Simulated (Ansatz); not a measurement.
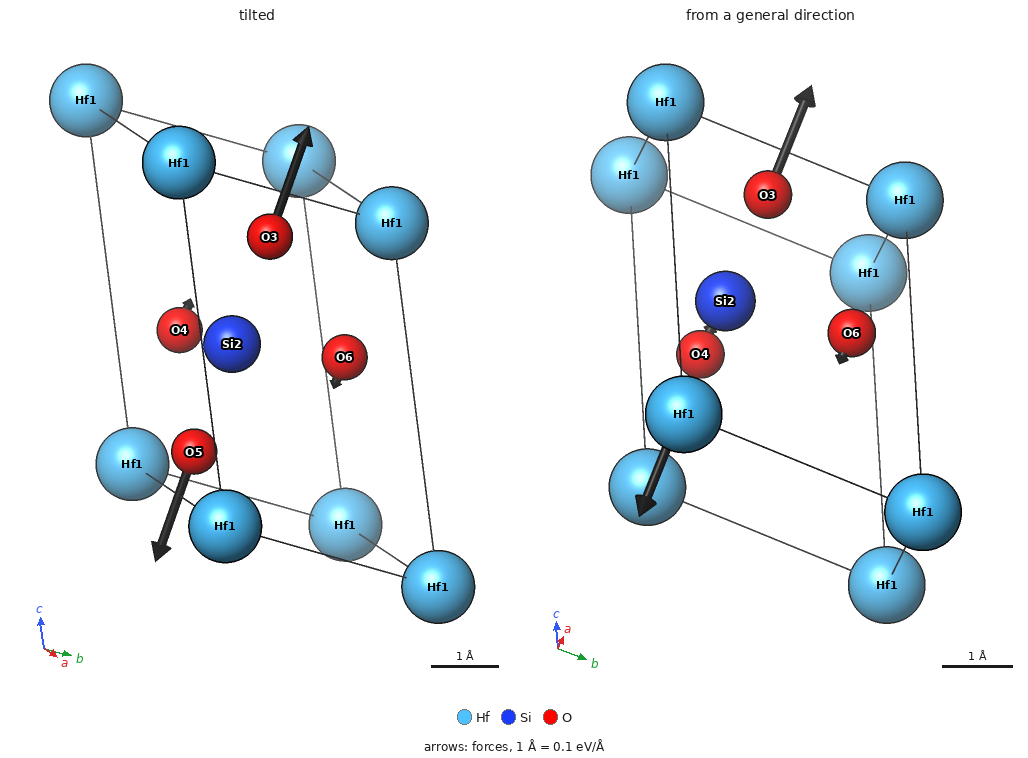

The figure gives a spheres-only picture of the atoms, viewed slightly off an axis and from a general direction. The frame is the cell (the run's own, in a reduced setting); atoms at its boundary are shown with their periodic copies. The arrows are the computed forces on the atoms.

System: HfSiO$_{4}$. The numbers come from DFT, PBE with spin-orbit coupling, plane waves, PAW (Ansatz 0.2.0), using a cutoff energy of 420 eV, k-points about 0.24 Å⁻¹ apart, no moments seeded, so the run stays non-magnetic, spinor wavefunctions.

**Has this structure been optimised to equilibrium?**

No. The atoms still feel forces of up to about 0.15 eV/Å, above a usual threshold of 0.01 to 0.03 eV/Å.

**Where is the maximum force, and how large is it?**

O3 and O5, about 0.15 eV/Å.

The structure comes from a structure type filled with these elements by a generator (whether the compound takes this form wasn't checked). Earlier steps of the study, as a rule a relaxation of our own, may have changed the cell and positions, so they can lie some per cent off the listed ones. A calculation with Ansatz used it as input.
